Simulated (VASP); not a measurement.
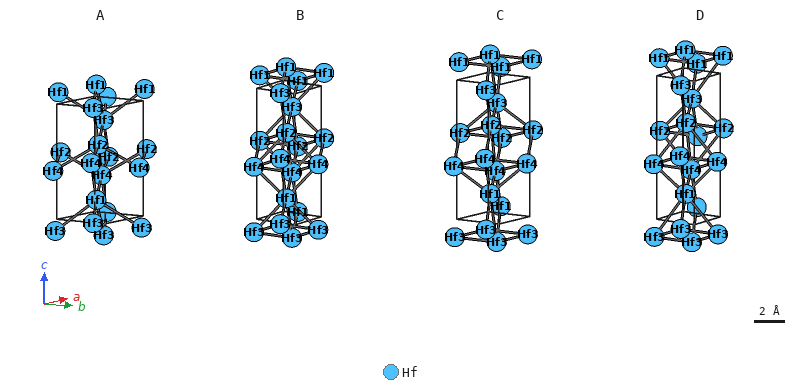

4 geometries from one relaxation of crystalline Hf (a generated structure, set up in Cmce), in shuffled order. The picture is a ball-and-stick view of the cell of the calculation, seen from a free direction.

The run lets cell and atoms move.

Method: Kohn-Sham DFT of a periodic cell, r2SCAN, VASP PAW PBE potentials, recommended in VASP. Set-up: plane-wave cutoff 600 eV; k-point mesh 6 × 6 × 2; occupations gaussian; smearing width 0.1 eV; no spin polarisation.

Q: Put them in the order of the run, from the start to the converged end.

A: A, C, D, B. They are steps 0, 1, 9, 29, at +5.220 eV per cell of the calculation, +0.987 eV per cell of the calculation, +0.279 eV per cell of the calculation relative to the last. Over 29 geometry steps the energy falls by 5.220 eV per cell of the calculation. The largest force component goes from 4.9 to 0.023 eV/Å. The pressure goes from 3.79 to 0.07 GPa. The largest moves relative to the cell, 0.46 Å, are those of Hf1, Hf2, Hf3 and Hf4. Hf4 goes roughly along [−1 1 0]. Cell: a = b 3.561 → 3.136 Å (−11.9 %), c 8.009 → 9.098 Å (+13.6 %), γ 66.9° → 90.0°. Volume −4.2 %. Some distances before and after: Hf1–Hf3 2.214 → 3.186 Å, Hf1–Hf4 3.656 → 3.176 Å, Hf1–Hf1 3.561 → 3.136 Å, Hf1–Hf3 (another image) 3.599 → 3.178 Å. Bond angles that change, for instance: Hf3–Hf1–Hf3 111.3° → 88.5°, Hf3–Hf1–Hf4 103.6° → 121.0°, Hf3–Hf1–Hf4 105.2° → 91.3°. The space group stays Cmce (No. 64).

Limits of the set-up: the k-point mesh is coarse for a cell with partly filled bands.
